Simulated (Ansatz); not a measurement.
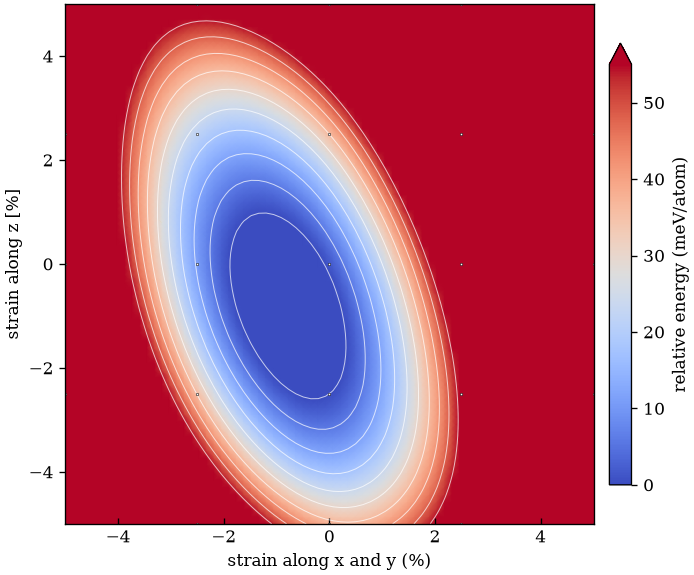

W (Im-3m, No. 229; 1 atom in the cell). The cell is strained homogeneously, by one strain along x and y and another along z, with fractional coordinates fixed (x, y and z along the cube axes). First axis: strain along x and y. Second axis: strain along z. The grid has 5 × 5 points. Points are written as (first, second). Energies: meV/atom, counted from the lowest grid point. The reference cell is the one listed in the database, not relaxed at this level. Level of theory: DFT r2SCAN, scalar-relativistic, plane waves, PAW in Ansatz 0.2.0. Settings: cutoff 500 eV, k-mesh 20×20×20, gaussian smearing 0.15 eV, no spin polarisation.

The picture shows a smooth colour map with a few white contour lines, dots at the grid points, one colour for all values above the top of the scale. Between grid points the surface is interpolated.

Q: Estimate the clamped-ion elastic constants that this map fixes.

A: With the cell volume of 16.3 Å³, the curvatures of the interpolated surface at its minimum give C₁₁ + C₂₂ + 2C₁₂ ≈ 1500 GPa, C₃₃ ≈ 560 GPa and C₁₃ + C₂₃ ≈ 390 GPa (clamped ions, Cartesian axes of the cell). A stretch of 1 % along z with free sides (kept equal in x and y) would change the in-plane lengths by about −0.26 %.
